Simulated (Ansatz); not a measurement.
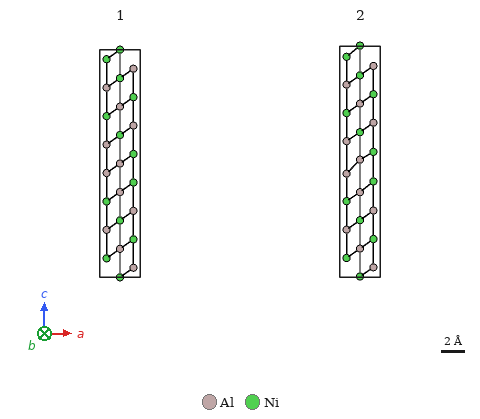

Two geometries of an interface cell of composition AlNi, drawn at one scale. One is the start of a relaxation, the other its converged end. A ball-and-stick model of the cell of the calculation (origin shifted), seen along the b axis.

Computed with Ansatz 0.2.0, DFT PBE, scalar-relativistic, plane waves, PAW. (plane-wave cutoff 420 eV; k-point mesh 12 × 12 × 2; occupations gaussian; smearing width 0.1 eV; no spin polarisation; cell relaxed at fixed a, b, alpha, beta, gamma; force threshold 0.02 eV/Å; at most 45 steps)

> Which geometry has the lower energy?

Structure 2 is the relaxed one. Case: antiphase boundary on (1 1 1), species swapped. The energy falls by 0.581 eV per cell of the calculation in 4 accepted moves (5 points after the start). The largest force component goes from 2 to 0.0054 eV/Å. Pressure: 1.41 GPa at the start and −0.74 GPa at the end. The SCF was repeated once at an unchanged geometry on a basis and grid sized afresh for the cell, which shifted the energy by 1.9 meV per cell of the calculation at most. The largest moves relative to the cell, 0.19 Å, are those of Al atoms. By element the largest moves are Al 0.19 Å, Ni 0.07 Å. Cell: a = b unchanged at 4.091 Å, c 20.044 → 20.338 Å (+1.5 %). Volume +1.5 %. Among the contacts that change: Al–Al 2.505 → 2.865 Å, Al–Al 2.505 → 2.664 Å, Ni–Ni 2.505 → 2.612 Å, Al–Al 2.505 → 2.598 Å.
